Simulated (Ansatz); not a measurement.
System: Ta₂H, space group P-4m2 (No. 115), 3 atoms in the cell, Ta2H type.

```
H Ta
1.0
     3.37244    0.00000    0.00000
     0.00000    3.37244    0.00000
     0.00000    0.00000    3.41011
H Ta
1 2
Direct
  0.00000 0.00000 0.00000
  0.50000 0.00000 0.74132
  0.00000 0.50000 0.25868
```

Computed with Ansatz 0.2.0: DFT PBEsol, spin-orbit coupling, plane waves, PAW, 8×8×8 k mesh, 420 eV cutoff.

What will the band structure look like? The path is Γ–X–M–Γ–Z–R–A–Z|X–R|M–A.

A metal: 6 spinor bands cross the Fermi level along this path (the two partners of a degenerate pair count as two). Bands cross the Fermi level on every line of the path. At R the nearest levels lie 0.80 eV below and 0.92 eV above the Fermi level.

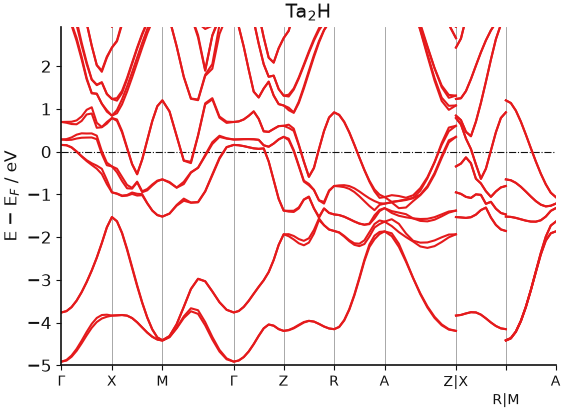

Band structure. Energies are counted from the Fermi level.
